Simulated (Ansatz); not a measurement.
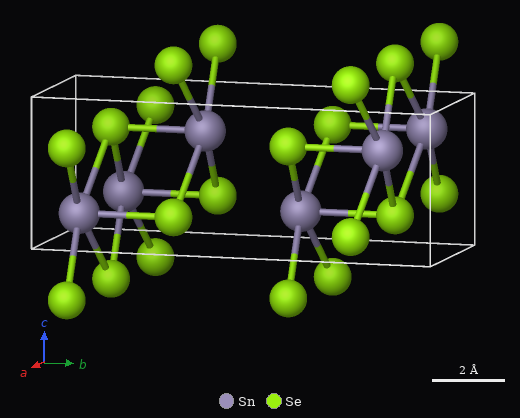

Reference structure: a symmetric starting cell of SnSe. Style: ball-and-stick. Shown: the conventional cell (2 times the calculation's cell), slightly off an axis. Lengths and directions refer to the drawn axes.

All numbers below come from Ansatz, DFT PBEsol, scalar-relativistic, plane waves, PAW. Settings: plane-wave cutoff 420 eV; k-point mesh 8 × 8 × 6; occupations gaussian; smearing width 0.05 eV; no spin polarisation.

Change: The cell is strained by +3.6 % along b, +0.6 % along a, +0.5 % along c (volume +4.7 %) and atoms are displaced by up to 0.12 Å (root mean square over those that move 0.10 Å) relative to the cell. No relaxation follows. The starting cell wasn't computed here and needn't be at equilibrium, so pressure and forces aren't due to the change alone.

Question: What does the calculation give for the changed structure?

Answer: The pressure is −5.1 GPa (not all of it need come from the change, since the unchanged cell can be under pressure at this level too). The principal stresses (compression positive) are −4.2 GPa along c, −4.7 GPa along a, −6.3 GPa along b. The largest forces, 0.57 eV/Å, act on 2 Se atoms of the calculation's cell. The forces have little in common with the displacements (cosine −0.26). Some distances before and after: Se–Sn 2.762 → 2.908 Å, Se–Sn 3.063 → 3.069 Å. The space group stays Cmcm (No. 63).

The changed structure in the same view:

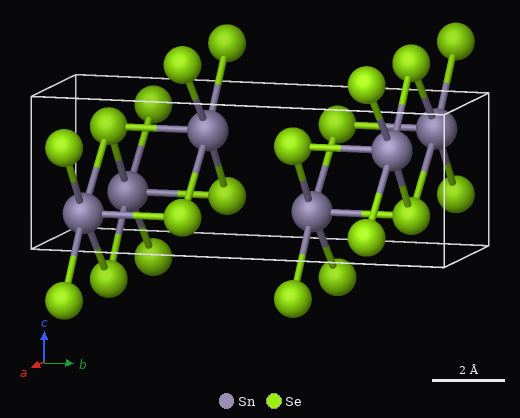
